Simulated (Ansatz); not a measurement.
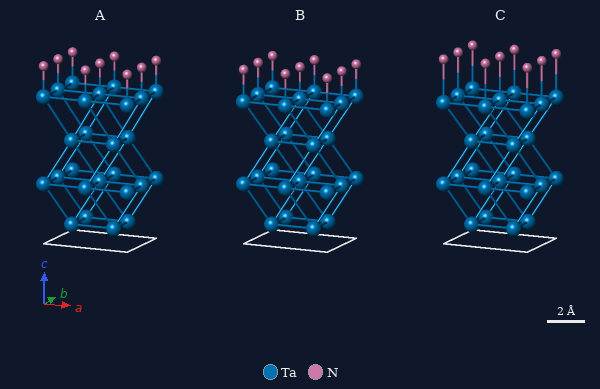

3 geometries from one constrained relaxation of a slab of composition Ta4N (cut from the Im-3m phase), in shuffled order. Style: ball-and-stick. Shown: the 2 × 2 repeat of the cell, outlined in the plane, without the vacuum, slightly off an axis.

Case: N put at a top Ta site. The slab is the (1 1 0) face of Ta with N on it. 2 atoms are held fixed.

Theory: Ansatz 0.2.0, DFT PBEsol, scalar-relativistic, plane waves, PAW. Settings: plane-wave cutoff 420 eV; k-point mesh 11 × 11 × 1; occupations gaussian; smearing width 0.1 eV; no spin polarisation; dipole correction; atoms relaxed in a fixed cell; force threshold 0.03 eV/Å; at most 70 steps.

### Order the frames from highest to lowest energy.

C, A, B. They are steps 0, 2, 5, at +2.020 eV per cell of the calculation, +0.219 eV per cell of the calculation relative to the last. The N atom moves most: 0.58 Å along the normal (−c). By element the largest moves are N 0.58 Å, Ta 0.05 Å. The cell doesn't change. Some distances before and after: N–Ta 2.420 → 1.789 Å, Ta–Ta 2.759 → 2.803 Å, Ta–Ta 3.210 → 3.248 Å. The energy falls by 2.020 eV per cell of the calculation in 5 geometry steps. The largest force component goes from 4.4 to 0.01 eV/Å. Cost: 64 s on 2 threads of Intel(R) Xeon(R) Platinum 8488C (Sapphire Rapids) (shared host), peak memory 0.56 GiB.

Limits of the set-up: the cell has an odd number of electrons but was run without spin polarisation; the periodic images lie only 2.8 Å apart, so the values are limited by the cell's size.
